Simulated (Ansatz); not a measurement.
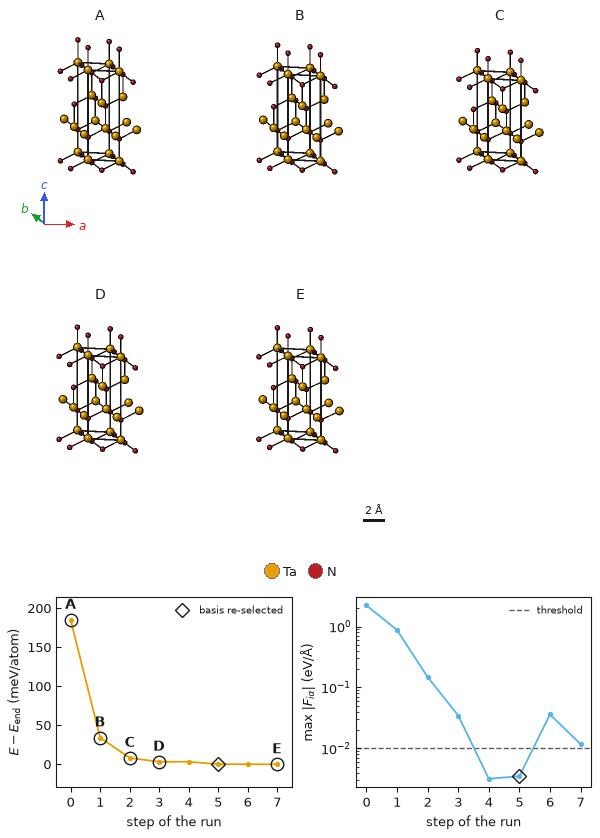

Frames of a relaxation of solid TaN (a generated structure, set up in R3m), marked on the history of the run. The picture is a ball-and-stick view of the cell of the calculation, reduced to other axes, seen slightly off an axis. Lengths and directions refer to the drawn axes.

Case: stacking ABC.

Level of theory: Ansatz 0.2.0, DFT PBE, scalar-relativistic, plane waves, PAW. Settings: plane-wave cutoff 420 eV; k-point mesh 18 × 18 × 6; occupations gaussian; smearing width 0.1 eV; no spin polarisation; cell and atoms relaxed; force threshold 0.01 eV/Å; at most 45 steps.

Describe the path.

Answer. The run was cut off at its time limit before the relaxation converged, so the last structure is only a point on the way. The largest moves relative to the cell, 0.032 Å, are those of Ta and N atoms. Largest moves by element: N 0.032 Å, Ta 0.032 Å. The volume changes by +2.3 %, with a = b 3.152 → 3.326 Å (+5.5 %), c 9.156 → 8.417 Å (−8.1 %). Near-neighbour distances that change, for instance: N–Ta 2.289 → 2.039 Å, Ta–Ta 3.152 → 3.326 Å, Ta–Ta 3.554 → 3.400 Å, N–Ta 1.973 → 2.067 Å. The space group stays R3m (No. 160). After 6 accepted moves (7 points after the start) the energy has fallen by 185 meV per atom. The largest force component goes from 2.2 to 0.012 eV/Å. The pressure goes from 13.88 to 0.02 GPa. The SCF was repeated once at an unchanged geometry on a basis and grid sized afresh for the cell, which shifted the energy by 3.1 meV per atom at most. Cost: 15 min on 1 thread of Intel(R) Xeon(R) Processor @ 2.50GHz (Skylake/Cascade Lake), on a shared host, peak memory 0.66 GiB. From step 0 to 1: volume +2.6 %, energy −151 meV per atom. From step 1 to 2: volume −2.2 %, energy −26.1 meV per atom. From step 2 to 3: volume +1.9 %, energy −4.9 meV per atom. From step 3 to 7: volume +0.2 %, energy −3.3 meV per atom.
